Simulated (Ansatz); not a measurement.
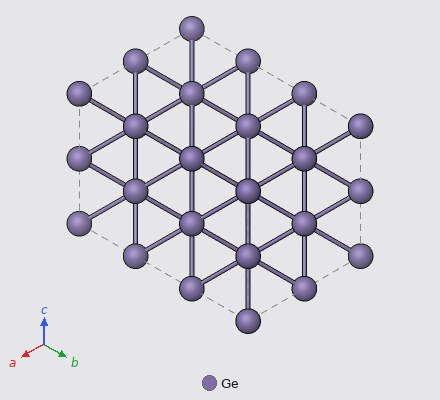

The structure, seen along [111]; the drawing may span several cells.

Structure (in its standard cell), the input geometry of an electronic-structure calculation (not necessarily at equilibrium); the starting structure was generated, so it need not be a known form of this composition:

```cif
data_structure
_symmetry_space_group_name_H-M 'Im-3m'
_symmetry_Int_Tables_number 229
_cell_length_a 3.2967
_cell_length_b 3.2967
_cell_length_c 3.2967
_cell_angle_alpha 90.000
_cell_angle_beta 90.000
_cell_angle_gamma 90.000
_cell_volume 35.83
loop_
_atom_site_label
_atom_site_type_symbol
_atom_site_symmetry_multiplicity
_atom_site_Wyckoff_symbol
_atom_site_fract_x
_atom_site_fract_y
_atom_site_fract_z
_atom_site_occupancy
Ge1 Ge 2 a 0.00000 0.00000 0.00000 1
```

Predict the [111] zone-axis pattern (200 kV, kinematic, B = 0.5 Å²).

Answer. The spots form a hexagonal net with both shortest vectors at d = 2.33 Å, 60.0° apart. They are -1 1 0 and -1 0 1. The pattern has symmetry 6mm. No reflection of this zone is absent.

Strongest reflections with d > 0.80 Å, one of each family (|F|² from tabulated Gaussian fits of the electron scattering factors, times a small damping for the curvature of the Ewald sphere):

```tsv
hkl	d (Å)	I (strongest = 100)
1 0 -1	2.331	100
2 -1 -1	1.346	30
2 0 -2	1.166	21
3 -1 -2	0.881	10
```

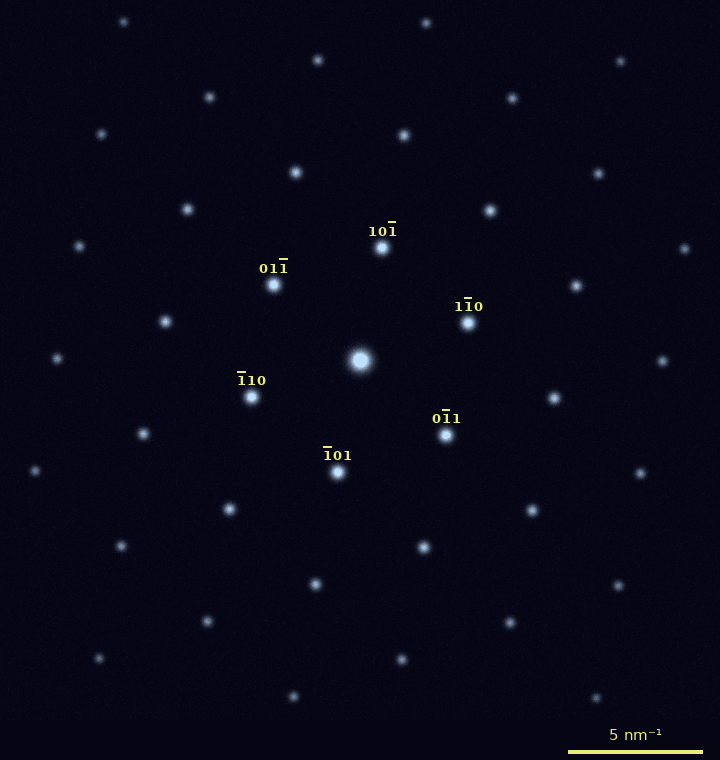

Calculated pattern, seen from the source side with [111] pointing towards the source.
